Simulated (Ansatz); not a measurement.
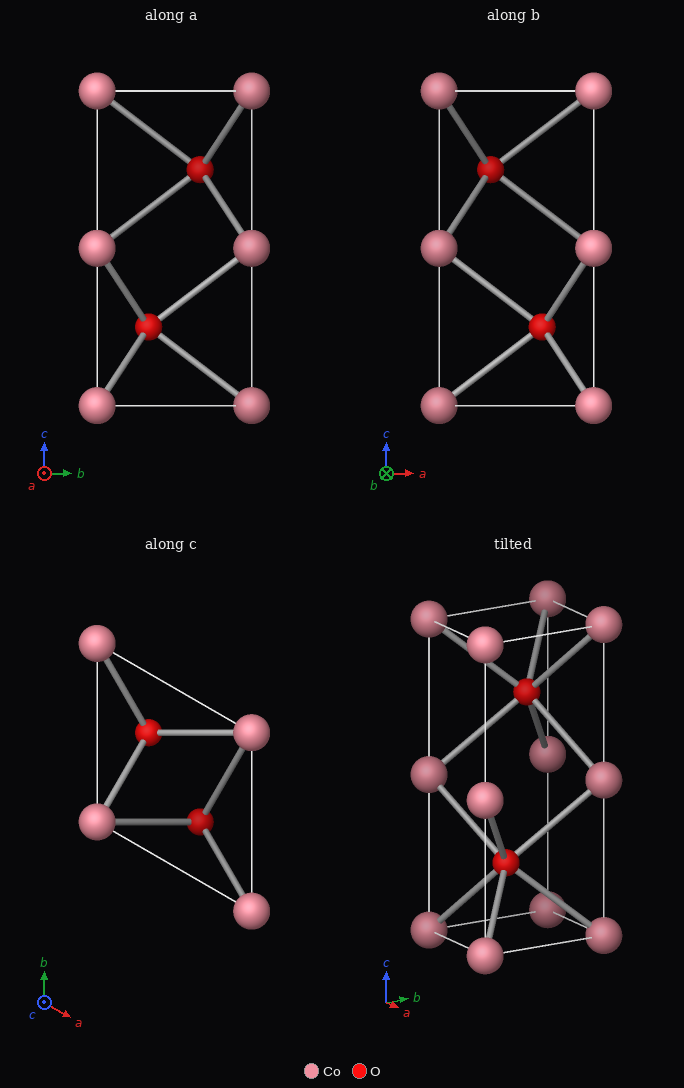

A ball-and-stick rendering, viewed along the a axis, along the b axis, along the c axis and slightly off an axis. One conventional unit cell is outlined, and atoms on its boundary appear in each equivalent place.

Lattice parameters: a = 2.961 Å, b = 2.961 Å, c = 5.219 Å, α = 90.00°, β = 90.00°, γ = 120.00°. Put a along x and b in the xy plane.

> Reconstruct the structure as a POSCAR file.

```
Co O
1.0
     2.961    0.000    0.000
    -1.480    2.564    0.000
     0.000    0.000    5.219
Co O
2 2
Direct
  0.0000 0.0000 0.5000
  0.0000 0.0000 0.0000
  0.3333 0.6667 0.7500
  0.6667 0.3333 0.2500
```

The starting point was a structure type filled with these elements by a generator (whether the compound takes this form wasn't checked). Earlier steps of the study, as a rule a relaxation of our own, may have changed the cell and positions, so they can lie some per cent off the listed ones. It was set up as input for a calculation with Ansatz.
